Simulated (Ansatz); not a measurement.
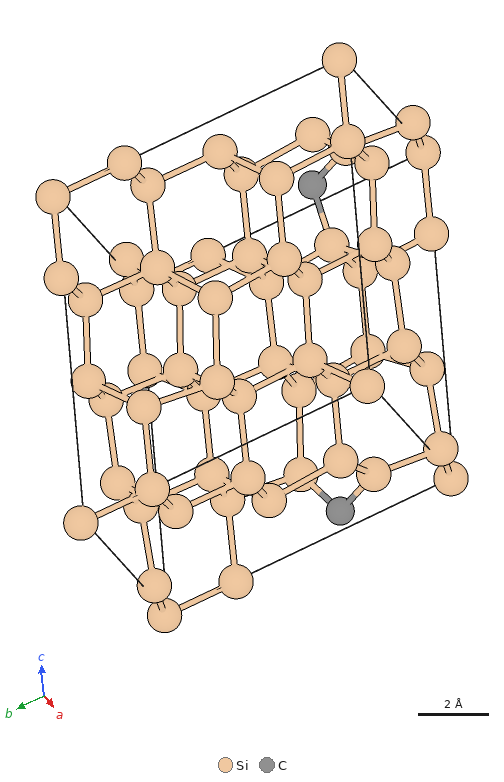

Figure 1. The input geometry (ball-and-stick view of the cell of the calculation, seen at an oblique angle). An atom can appear more than once, as a periodic image.

**Geometry relaxation, with input and output: Si32C (charge −1) (part 1 of 3)**

System: Si32C (defect cell, 33 atoms in the cell, total charge −1).
Method: DFT PBEsol, scalar-relativistic, plane waves, PAW, spin-polarised (Ansatz 0.2.0).

The structure derives from a Materials Project entry. It belongs to a series of runs on one base structure; here: C interstitial, charge -1, atoms relaxed at the host's cell.

Log:
```
Engine: ansatz 0.2.0, x86_64-unknown-linux-gnu
Pseudopotentials: kind: paw
Pseudopotential: Si, paw, valence charge 4, recommended cutoff 420 eV (normal), Si.paw.azcp
Pseudopotential: C, paw, valence charge 4, recommended cutoff 420 eV (normal), C.paw.azcp
Functional definition: PBEsol
  exchange = pbesol_x
  correlation = pbesol_c
Crystal: 33 atoms, lattice volume = 641.770 Å³
Basis set: ecut = 420 eV, 12527 PW (Γ), exchange–correlation on 128×128×128 points (8 copies of the dense FFT grid, shifted against one another)
Bands: 101, of which v1, the nominal top of the filled ones, is band 67 counted from 1 (66 counted from 0)
Symmetry: 1 space group operations
Space group: P1 (ITA 1), of the structure as read, at distance tolerance 8.6e-5 Å
Magnetic group: BNS 1.1 (UNI 1), of the structure as read, at distance tolerance 8.6e-5 Å
k-points: 14 of 27 (time reversal used)
Non-local potential: Si, projectors of the file, l = 0: 2, l = 1: 2, l = 2: 2
Non-local potential: C, projectors of the file, l = 0: 2, l = 1: 2, l = 2: 1
PAW form: soft (Blöchl's): semilocal exchange-correlation on the pseudo side does not see the compensation charge
PAW frozen core: Si, regenerated for the run's functional, and the local potential with it (the file was generated under x = pbe(κ = 0.804, μ = 0.2195149727645171), c = pbe(β = 0.06672455060314922))
PAW frozen core: C, regenerated for the run's functional, and the local potential with it (the file was generated under x = pbe(κ = 0.804, μ = 0.2195149727645171), c = pbe(β = 0.06672455060314922))
PAW one-centre angular grid: Si, 110 points (default); XC on 64 Gauss nodes
PAW one-centre angular grid: C, 110 points (default); XC on 64 Gauss nodes
Initial density: superposition of atomic densities (chi_scale 0.1, normalization cell, long waves kept (reshape's long-wave potential 0.16 eV rms))
Starting moments: Σ|m| = 1.001 μB on 11 of 33 sites
Initial wavefunctions: pseudopotential atomic-orbital guess
Functional: x = pbesol(κ = 0.804, μ = 0.12345679012345678), c = pbesol(β = 0.046)
SCF iter   1: F=—  HF=-20128.712478 eV  |F-HF|=—  |Δ(HF+E_count)|=         —  Δρ=2.53e-2 (↑2.46e-2 ↓2.53e-2)  dr2=1.64e1  dr2_m=9.97e-3  M=0.309 μB ∫|m|=0.329 μB  β_m=0.30  ethr=3.10e-3  ⟨swp⟩=6.6  Hψ=13893  notcnv=0  defer=194
preconditioner: auto → Resta (q_TF=auto, 2.099 Å⁻¹)  ε∞=5.3  [insulator: Δε(μ)=0.021 eV  Ē_g=8.138 eV  σ=0.020 eV  W_gap=0.54  n_scr=86 (ndim 8)  ℏωp=16.9 eV  f_vac=0.000  D(μ)=13.66/eV (n_scr^D=78)  ε∞_Penn≈5.3]
spin=Collinear: Resta preconditioning applied to the charge; magnetization (m = ρ↑ − ρ↓) channel mixes plain (no charge-response kernel on spin).
SCF iter   2: F=—  HF=-20126.273706 eV  |F-HF|=—  |Δ(HF+E_count)|=    2.44e0  Δρ=1.75e-2 (↑1.71e-2 ↓1.75e-2)  dr2=7.43e0  dr2_m=5.18e-3  M=0.442 μB ∫|m|=0.450 μB  β_m=0.30  ethr=3.10e-3  ⟨swp⟩=2.0  Hψ=5234  notcnv=0  defer=375
preconditioner: auto → Kerker (q_TF=auto, 2.099 Å⁻¹)  [metal: Δε(μ)=0.012 eV  Ē_g=8.066 eV  σ=0.020 eV  W_gap=0.33  n_scr=86 (ndim 8)  ℏωp=16.9 eV  f_vac=0.000  D(μ)=16.89/eV (n_scr^D=134)]
spin=Collinear: Kerker preconditioning applied to the charge; magnetization (m = ρ↑ − ρ↓) channel mixes plain (no charge-response kernel on spin).
SCF iter   3: F=—  HF=-20124.479058 eV  |F-HF|=—  |Δ(HF+E_count)|=    1.79e0  Δρ=6.70e-3 (↑6.70e-3 ↓6.64e-3)  dr2=1.55e0  dr2_m=3.23e-3  M=0.476 μB ∫|m|=0.483 μB  β_m=0.30  ethr=3.10e-3  ⟨swp⟩=2.3  Hψ=4106  notcnv=0  defer=375
SCF iter   4: F=—  HF=-20124.215149 eV  |F-HF|=—  |Δ(HF+E_count)|=   2.64e-1  Δρ=2.79e-3 (↑2.66e-3 ↓2.79e-3)  dr2=2.59e-1  dr2_m=3.34e-3  M=0.607 μB ∫|m|=0.612 μB  β_m=0.30  ethr=1.16e-3  ⟨swp⟩=2.3  Hψ=5308  notcnv=0  defer=767
SCF iter   5: F=—  HF=-20124.182261 eV  |F-HF|=—  |Δ(HF+E_count)|=   3.29e-2  Δρ=1.36e-3 (↑1.36e-3 ↓1.16e-3)  dr2=4.34e-2  dr2_m=2.18e-3  M=0.623 μB ∫|m|=0.629 μB  β_m=0.30  ethr=1.95e-4  ⟨swp⟩=2.1  Hψ=4085  notcnv=0  defer=767
SCF iter   6: F=—  HF=-20124.193466 eV  |F-HF|=—  |Δ(HF+E_count)|=   1.12e-2  Δρ=5.54e-4 (↑5.21e-4 ↓5.54e-4)  dr2=2.77e-3  dr2_m=1.29e-3  M=0.629 μB ∫|m|=0.637 μB  β_m=0.30  ethr=3.26e-5  ⟨swp⟩=2.3  Hψ=4108  notcnv=0  defer=767
SCF iter   7: F=—  HF=-20124.195541 eV  |F-HF|=—  |Δ(HF+E_count)|=   2.08e-3  Δρ=4.32e-4 (↑4.10e-4 ↓4.32e-4)  dr2=1.09e-3  dr2_m=8.25e-4  M=0.630 μB ∫|m|=0.639 μB  β_m=0.30  ethr=2.08e-6  ⟨swp⟩=2.0  Hψ=4642  notcnv=0  defer=767
Mixer restart at iter 7: flushing history
spin-set hold released at iteration 7 (site moments contracting): the magnetisation degrees of freedom join the quasi-Newton model from the next iteration; the mixer history was flushed
SCF iter   8: F=—  HF=-20124.196771 eV  |F-HF|=—  |Δ(HF+E_count)|=   1.23e-3  Δρ=3.34e-4 (↑3.31e-4 ↓3.34e-4)  dr2=6.49e-4  dr2_m=5.27e-4  M=0.630 μB ∫|m|=0.642 μB  β_m=0.65  ethr=8.19e-7  ⟨swp⟩=2.0  Hψ=3660  notcnv=0  defer=767
preconditioner: auto → Resta (q_TF=auto, 2.099 Å⁻¹)  ε∞=5.5  [insulator: Δε(μ)=0.021 eV  Ē_g=7.947 eV  σ=0.020 eV  W_gap=0.53  n_scr=86 (ndim 8)  ℏωp=16.9 eV  f_vac=0.000  D(μ)=5.25/eV (n_scr^D=18)  ε∞_Penn≈5.5]
spin=Collinear: Resta preconditioning applied to the charge; magnetization (m = ρ↑ − ρ↓) channel mixes plain (no charge-response kernel on spin).
SCF iter   9: F=—  HF=-20124.199013 eV  |F-HF|=—  |Δ(HF+E_count)|=   2.24e-3  Δρ=5.76e-5 (↑5.76e-5 ↓4.59e-5)  dr2=3.24e-5  dr2_m=1.24e-5  M=0.630 μB ∫|m|=0.654 μB  β_m=0.76  ethr=4.88e-7  ⟨swp⟩=2.8  Hψ=4210  notcnv=0  defer=767
SCF iter  10: F=—  HF=-20124.199064 eV  |F-HF|=—  |Δ(HF+E_count)|=   5.16e-5  Δρ=2.59e-5 (↑1.80e-5 ↓2.59e-5)  dr2=1.43e-5  dr2_m=1.11e-6  M=0.630 μB ∫|m|=0.656 μB  β_m=0.79  ethr=1.17e-8  ⟨swp⟩=20.8  Hψ=33008  notcnv=0
SCF iter  11: F=—  HF=-20124.199066 eV  |F-HF|=—  |Δ(HF+E_count)|=   1.52e-6  Δρ=1.14e-5 (↑1.14e-5 ↓5.63e-6)  dr2=3.01e-6  dr2_m=1.41e-7  M=0.630 μB ∫|m|=0.656 μB  β_m=0.74  ethr=1.08e-8  ⟨swp⟩=12.5  Hψ=21532  notcnv=0
SCF iter  12: F=—  HF=-20124.199066 eV  |F-HF|=—  |Δ(HF+E_count)|=   1.12e-7  Δρ=2.33e-6 (↑2.33e-6 ↓2.22e-6)  dr2=5.12e-8  dr2_m=2.33e-8  M=0.630 μB ∫|m|=0.656 μB  β_m=0.87  ethr=2.27e-9  ⟨swp⟩=10.4  Hψ=18490  notcnv=0
SCF iter  13: F=-20124.199066 eV  HF=-20124.199066 eV  |F-HF|=3.38e-9  |Δ(HF+E_count)|=   7.69e-8  Δρ=6.66e-7 (↑6.66e-7 ↓5.04e-7)  dr2=3.14e-9  dr2_m=1.64e-9  M=0.630 μB ∫|m|=0.656 μB  ethr=3.85e-11  ⟨swp⟩=8.0  Hψ=14289  notcnv=0
SCF 1 converged in 13 iterations: F = -20124.199066 eV  dr2 = 3.14e-9
  greatest PAW one-centre occupation: 0.670 electrons in one spin orbital (limit 2), on the Si atom at site 18 (counted from 0), in its partial waves of l = 0
relax step   1: F+E_penalty+E_count = -20124.19906597 eV  Δ(F+E_penalty+E_count) = +0.000e0 eV  max|allowed force component| = 5.169e-1 eV/Å  Δτ_max = 0.0000 Å  (13 SCF iters, dr2 threshold 1.56e-5 eV, accepted)
Initial density: handed on by an earlier stage of this run
Starting moments: Σ|m| = 1.001 μB on 11 of 33 sites; this step starts from the density that it was given
Initial wavefunctions: those handed on with the density
iter 1 solved again at ethr=1.11e-5 eV; its pass at ethr=3.10e-3 eV (dr2=1.47e-2 eV) is discarded
SCF iter   1: F=—  HF=-20124.246503 eV  |F-HF|=—  |Δ(HF+E_count)|=         —  Δρ=6.81e-4 (↑6.81e-4 ↓6.81e-4)  dr2=1.54e-2  dr2_m=6.74e-6  M=0.631 μB ∫|m|=0.658 μB  β_m=0.30  ethr=1.11e-5  ⟨swp⟩=2.6  Hψ=8170  notcnv=0  defer=770
preconditioner: auto → Resta (q_TF=auto, 2.099 Å⁻¹)  ε∞=5.5  [insulator: Δε(μ)=0.031 eV  Ē_g=7.948 eV  σ=0.020 eV  W_gap=0.67  n_scr=86 (ndim 8)  ℏωp=16.9 eV  f_vac=0.000  D(μ)=4.56/eV (n_scr^D=12)  ε∞_Penn≈5.5]
spin=Collinear: Resta preconditioning applied to the charge; magnetization (m = ρ↑ − ρ↓) channel mixes plain (no charge-response kernel on spin).
SCF iter   2: F=—  HF=-20124.244144 eV  |F-HF|=—  |Δ(HF+E_count)|=   2.36e-3  Δρ=3.97e-4 (↑3.94e-4 ↓3.97e-4)  dr2=3.68e-3  dr2_m=3.07e-6  M=0.630 μB ∫|m|=0.658 μB  β_m=0.44  ethr=1.11e-5  ⟨swp⟩=2.0  Hψ=3914  notcnv=0  defer=770
SCF iter   3: F=—  HF=-20124.243418 eV  |F-HF|=—  |Δ(HF+E_count)|=   7.25e-4  Δρ=1.62e-4 (↑1.62e-4 ↓1.62e-4)  dr2=4.86e-4  dr2_m=7.63e-7  M=0.630 μB ∫|m|=0.658 μB  β_m=0.59  ethr=2.77e-6  ⟨swp⟩=2.0  Hψ=3914  notcnv=0  defer=770
iter 4 did not close the SCF: its close was put off for a magnetic moment that had not settled (scf_convergence_deferred on its scf_iter line)
SCF iter   4: F=-20124.243334 eV  HF=-20124.243337 eV  |F-HF|=3.03e-6  |Δ(HF+E_count)|=   8.12e-5  Δρ=2.44e-5 (↑2.44e-5 ↓2.43e-5)  dr2=1.59e-5  dr2_m=4.62e-8  M=0.630 μB ∫|m|=0.658 μB  β_m=0.72  ethr=1.26e-8  ⟨swp⟩=16.7  Hψ=26700  notcnv=0
SCF iter   5: F=-20124.243337 eV  HF=-20124.243337 eV  |F-HF|=4.75e-8  |Δ(HF+E_count)|=   1.41e-7  Δρ=4.93e-6 (↑4.92e-6 ↓4.93e-6)  dr2=8.61e-7  dr2_m=4.19e-9  M=0.630 μB ∫|m|=0.658 μB  ethr=1.19e-8  ⟨swp⟩=8.1  Hψ=18160  notcnv=0
SCF 2 converged in 5 iterations: F = -20124.243337 eV  dr2 = 8.61e-7
  greatest PAW one-centre occupation: 0.671 electrons in one spin orbital (limit 2), on the Si atom at site 18 (counted from 0), in its partial waves of l = 0
relax step   2: F+E_penalty+E_count = -20124.24333706 eV  Δ(F+E_penalty+E_count) = -4.427e-2 eV  max|allowed force component| = 2.684e-1 eV/Å  Δτ_max = 0.0336 Å  (5 SCF iters, dr2 threshold 1.67e-5 eV, accepted)
[... from here on the SCF iterations and repeated set-up lines of each step are left out, up to the last step ...]
SCF 3 converged in 5 iterations: F = -20124.252685 eV  dr2 = 8.53e-7
relax step   3: F+E_penalty+E_count = -20124.25268466 eV  Δ(F+E_penalty+E_count) = -9.348e-3 eV  max|allowed force component| = 2.425e-2 eV/Å  Δτ_max = 0.0168 Å  (5 SCF iters, dr2 threshold 4.50e-6 eV, accepted)
SCF 4 converged in 4 iterations: F = -20124.252685 eV  dr2 = 3.87e-9
relax step   4: F+E_penalty+E_count = -20124.25268502 eV  Δ(F+E_penalty+E_count) = -3.571e-7 eV  max|allowed force component| = 2.447e-2 eV/Å  Δτ_max = 0.0000 Å  (4 SCF iters, accepted)
SCF 5 converged in 6 iterations: F = -20124.252837 eV  dr2 = 9.58e-10
relax step   5: F+E_penalty+E_count = -20124.25283731 eV  Δ(F+E_penalty+E_count) = -1.523e-4 eV  max|allowed force component| = 7.907e-3 eV/Å  Δτ_max = 0.0034 Å  (6 SCF iters, accepted)
SCF 6 converged in 6 iterations: F = -20124.252882 eV  dr2 = 5.17e-10
relax step   6: F+E_penalty+E_count = -20124.25288181 eV  Δ(F+E_penalty+E_count) = -4.451e-5 eV  max|allowed force component| = 9.236e-3 eV/Å  Δτ_max = 0.0028 Å  (6 SCF iters, accepted)
SCF 7 converged in 7 iterations: F = -20124.253062 eV  dr2 = 1.66e-9
relax step   7: F+E_penalty+E_count = -20124.25306152 eV  Δ(F+E_penalty+E_count) = -1.797e-4 eV  max|allowed force component| = 2.077e-2 eV/Å  Δτ_max = 0.0158 Å  (7 SCF iters, accepted)
SCF 8 converged in 9 iterations: F = -20124.254489 eV  dr2 = 1.02e-9
relax step   8: F+E_penalty+E_count = -20124.25448906 eV  Δ(F+E_penalty+E_count) = -1.428e-3 eV  max|allowed force component| = 2.316e-1 eV/Å  Δτ_max = 0.1512 Å  (9 SCF iters, accepted)
SCF 9 converged in 5 iterations: F = -20124.257499 eV  dr2 = 1.81e-6
relax step   9: F+E_penalty+E_count = -20124.25749932 eV  Δ(F+E_penalty+E_count) = -3.010e-3 eV  max|allowed force component| = 3.151e-1 eV/Å  Δτ_max = 0.0508 Å  (5 SCF iters, dr2 threshold 5.37e-5 eV, accepted)
SCF 10 converged in 6 iterations: F = -20124.265606 eV  dr2 = 4.64e-7
relax step  10: F+E_penalty+E_count = -20124.26560589 eV  Δ(F+E_penalty+E_count) = -8.107e-3 eV  max|allowed force component| = 3.871e-1 eV/Å  Δτ_max = 0.0804 Å  (6 SCF iters, dr2 threshold 9.93e-5 eV, accepted)
SCF 11 converged in 5 iterations: F = -20124.272296 eV  dr2 = 5.07e-6
relax step  11: F+E_penalty+E_count = -20124.27229570 eV  Δ(F+E_penalty+E_count) = -6.690e-3 eV  max|allowed force component| = 1.581e-1 eV/Å  Δτ_max = 0.0631 Å  (5 SCF iters, dr2 threshold 1.00e-4 eV, accepted)
SCF 12 converged in 6 iterations: F = -20124.274731 eV  dr2 = 1.28e-7
relax step  12: F+E_penalty+E_count = -20124.27473143 eV  Δ(F+E_penalty+E_count) = -2.436e-3 eV  max|allowed force component| = 4.997e-2 eV/Å  Δτ_max = 0.0271 Å  (6 SCF iters, dr2 threshold 4.16e-6 eV, accepted)
SCF iter   1: F=—  HF=-20124.275977 eV  |F-HF|=—  |Δ(HF+E_count)|=         —  Δρ=2.11e-4 (↑1.93e-4 ↓2.11e-4)  dr2=1.21e-3  dr2_m=1.58e-5  M=0.803 μB ∫|m|=0.832 μB  β_m=0.30  ethr=1.22e-5  ⟨swp⟩=3.0  Hψ=5753  notcnv=0  defer=775
preconditioner: auto → Resta (q_TF=auto, 2.099 Å⁻¹)  ε∞=5.5  [insulator: Δε(μ)=0.025 eV  Ē_g=7.946 eV  σ=0.020 eV  W_gap=0.62  n_scr=86 (ndim 8)  ℏωp=16.9 eV  f_vac=0.000  D(μ)=5.39/eV (n_scr^D=18)  ε∞_Penn≈5.5]
spin=Collinear: Resta preconditioning applied to the charge; magnetization (m = ρ↑ − ρ↓) channel mixes plain (no charge-response kernel on spin).
SCF iter   2: F=—  HF=-20124.275847 eV  |F-HF|=—  |Δ(HF+E_count)|=   1.31e-4  Δρ=1.49e-4 (↑1.35e-4 ↓1.49e-4)  dr2=4.71e-4  dr2_m=8.44e-6  M=0.801 μB ∫|m|=0.831 μB  β_m=0.58  ethr=9.11e-7  ⟨swp⟩=1.0  Hψ=3276  notcnv=0  defer=775
SCF iter   3: F=—  HF=-20124.275776 eV  |F-HF|=—  |Δ(HF+E_count)|=   7.08e-5  Δρ=2.99e-5 (↑2.99e-5 ↓2.93e-5)  dr2=1.61e-5  dr2_m=5.59e-7  M=0.800 μB ∫|m|=0.830 μB  β_m=0.68  ethr=3.54e-7  ⟨swp⟩=2.0  Hψ=3918  notcnv=0  defer=775
SCF iter   4: F=—  HF=-20124.275967 eV  |F-HF|=—  |Δ(HF+E_count)|=   1.91e-4  Δρ=1.07e-5 (↑9.74e-6 ↓1.07e-5)  dr2=4.37e-6  dr2_m=5.39e-8  M=0.799 μB ∫|m|=0.829 μB  β_m=0.65  ethr=1.21e-8  ⟨swp⟩=2.0  Hψ=3918  notcnv=0  defer=775
SCF iter   5: F=—  HF=-20124.275967 eV  |F-HF|=—  |Δ(HF+E_count)|=   3.01e-7  Δρ=3.46e-6 (↑3.46e-6 ↓2.74e-6)  dr2=2.96e-7  dr2_m=9.84e-9  M=0.800 μB ∫|m|=0.830 μB  β_m=0.71  ethr=3.29e-9  ⟨swp⟩=2.0  Hψ=3918  notcnv=0  defer=775
iter 6 did not close the SCF: its close was put off for a magnetic moment that had not settled (scf_convergence_deferred on its scf_iter line)
SCF iter   6: F=-20124.275967 eV  HF=-20124.275967 eV  |F-HF|=6.46e-9  |Δ(HF+E_count)|=   3.62e-8  Δρ=8.84e-7 (↑8.79e-7 ↓8.84e-7)  dr2=2.16e-8  dr2_m=1.28e-9  M=0.799 μB ∫|m|=0.830 μB  β_m=0.86  ethr=7.52e-11  ⟨swp⟩=14.8  Hψ=20095  notcnv=0
SCF iter   7: F=-20124.275967 eV  HF=-20124.275967 eV  |F-HF|=6.18e-11  |Δ(HF+E_count)|=   1.11e-8  Δρ=2.24e-7 (↑2.24e-7 ↓1.96e-7)  dr2=1.88e-9  dr2_m=7.43e-11  M=0.799 μB ∫|m|=0.830 μB  ethr=1.62e-11  ⟨swp⟩=5.1  Hψ=14070  notcnv=0
SCF 13 converged in 7 iterations: F = -20124.275967 eV  dr2 = 1.88e-9
relax step  13: F+E_penalty+E_count = -20124.27596721 eV  Δ(F+E_penalty+E_count) = -1.236e-3 eV  max|allowed force component| = 9.614e-3 eV/Å  Δτ_max = 0.0167 Å  (7 SCF iters, accepted)
```

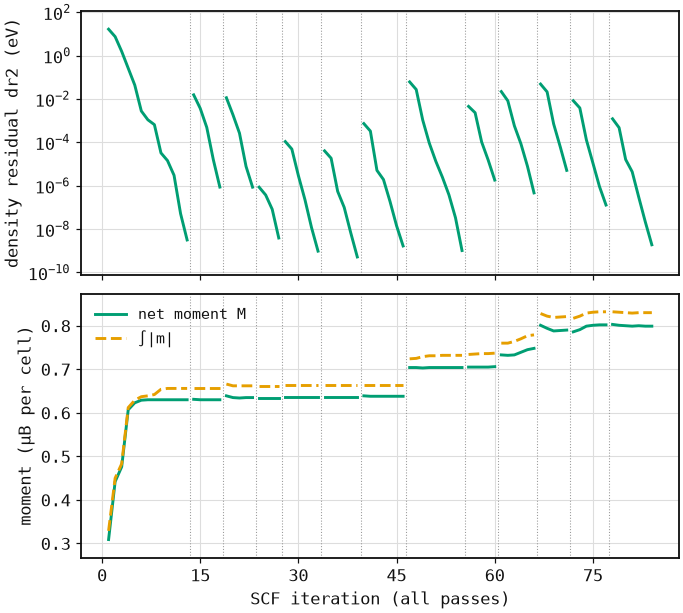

Figure 2. Convergence of the self-consistent field: density residual dr2 and magnetic moment against the SCF iteration. The dotted lines part the SCF passes of the relaxation: geometry steps, rejected trials and re-solves on a re-selected basis. The 13 passes take 4 to 13 iterations each, 84 in all. The net moment goes from 0.3 to 0.8 μB per cell.

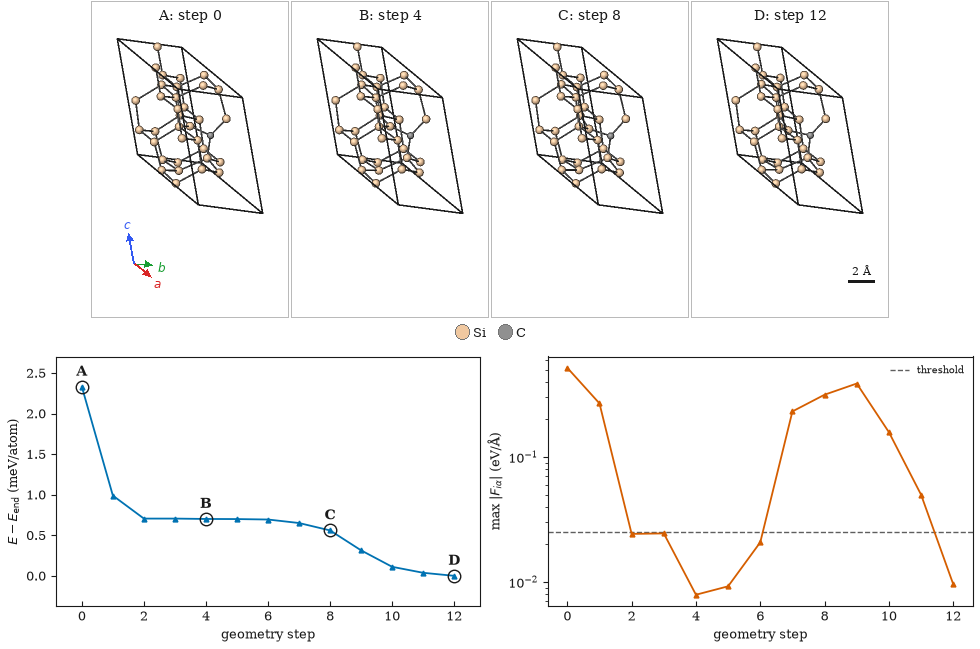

Figure 3. Frames of the relaxation (ball-and-stick view of the cell of the calculation (origin shifted), seen at an oblique angle) above the curves, on which the letters mark them (the first geometry is step 0 here and step 1 in the log).
